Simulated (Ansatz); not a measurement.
The structure in question:

```
Ti O
1.0
    10.18950    0.00000    0.00000
     0.00000    5.04624    0.00000
    -2.73474    0.00000    6.66152
Ti O
12 20
Direct
  0.37270 0.01113 0.78224
  0.37270 0.98887 0.28224
  0.12730 0.51113 0.71776
  0.12730 0.48887 0.21776
  0.50000 0.50000 0.50000
  0.50000 0.50000 0.00000
  0.87270 0.51113 0.78224
  0.87270 0.48887 0.28224
  0.62730 0.01113 0.71776
  0.62730 0.98887 0.21776
  0.00000 0.00000 0.50000
  0.00000 0.00000 0.00000
  0.31033 0.66073 0.84375
  0.00000 0.18883 0.25000
  0.08006 0.65701 0.44134
  0.08006 0.34299 0.94134
  0.18967 0.83927 0.15625
  0.41994 0.84299 0.55866
  0.50000 0.31117 0.75000
  0.18967 0.16073 0.65625
  0.41994 0.15701 0.05866
  0.31033 0.33927 0.34375
  0.81033 0.16073 0.84375
  0.50000 0.68883 0.25000
  0.58006 0.15701 0.44134
  0.58006 0.84299 0.94134
  0.68967 0.33927 0.15625
  0.91994 0.34299 0.55866
  0.00000 0.81117 0.75000
  0.68967 0.66073 0.65625
  0.91994 0.65701 0.05866
  0.81033 0.83927 0.34375
```

> What does this file describe?

The solid is Ti$_{3}$O$_{5}$. It is base-centred monoclinic, space group C2/c (No. 15). In the cell are 12 Ti, 20 O, which makes 4 formula units. The numbers of neighbours within bonding distance are Ti 6 to 7 (mean 6.7) and O 3 to 4 (mean 3.6). Not all metal-metal contacts are counted.

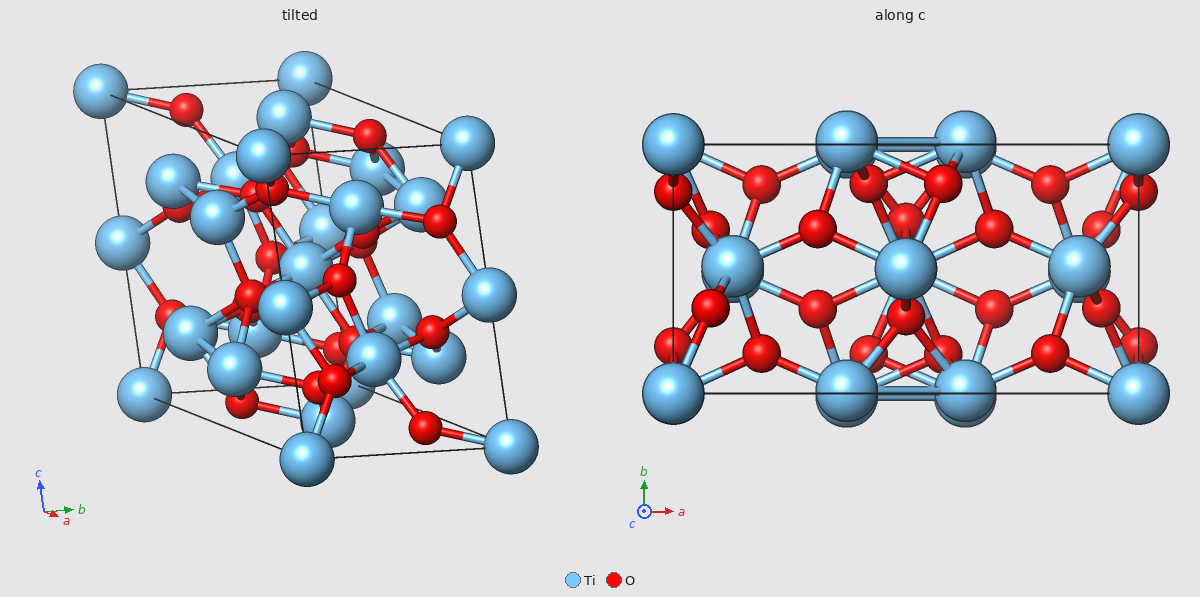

The image is a ball-and-stick drawing of a crystal, viewed slightly off an axis and along the c axis. The edges of the conventional unit cell are marked. Colours: titanium blue, oxygen red.

It goes back to a structure listed in the Materials Project. The atoms were relaxed in a fixed cell with DFT PBEsol, scalar-relativistic, plane waves, PAW (Ansatz).

At this level of theory the run's own cell isn't at rest (stretched, at -5 GPa), so its distances can differ from those at equilibrium, the more so the softer the solid.
